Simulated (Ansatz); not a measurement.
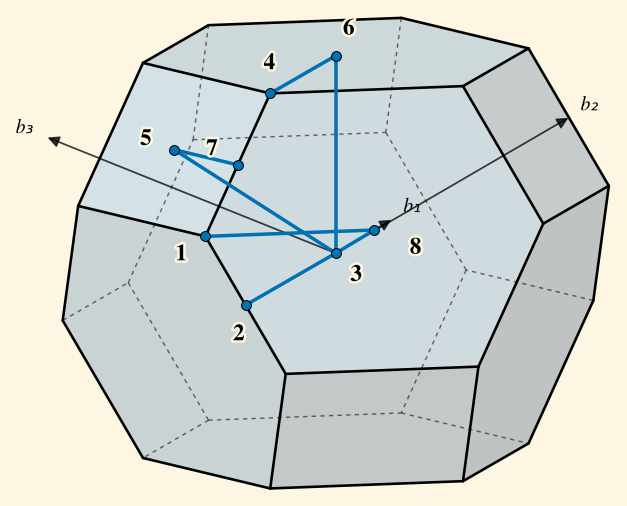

The first Brillouin zone of a rhombohedral lattice (hR; extended symbol hR1) is drawn with its special points numbered. Crystal: Cd, the geometry relaxed with DFT PBE, scalar-relativistic, plane waves, PAW in Ansatz; the starting structure was generated, so it need not be a known form of this composition. The drawing is computed from the coordinates (standard cell, symmetry found to 0.002 Å).

a = 3.077 Å, b = 3.077 Å, c = 8.414 Å, α = 90.00°, β = 90.00°, γ = 120.00°.

Labels and path follow the convention of Hinuma et al. (2017), as computed by seekpath; the arrows show the directions of the reciprocal primitive vectors b₁, b₂, b₃, in which coordinates are given.

### Which special point is each number?

```csv
no.,label,coordinates
1,H₀,"(1/2, −0.234, 0.234)"
2,S₀,"(0.367, −0.367, 0)"
3,Γ,"(0, 0, 0)"
4,H₂,"(0.766, 0.234, 1/2)"
5,F,"(1/2, 0, 1/2)"
6,T,"(1/2, 1/2, 1/2)"
7,S₂,"(0.633, 0, 0.367)"
8,L,"(1/2, 0, 0)"
```
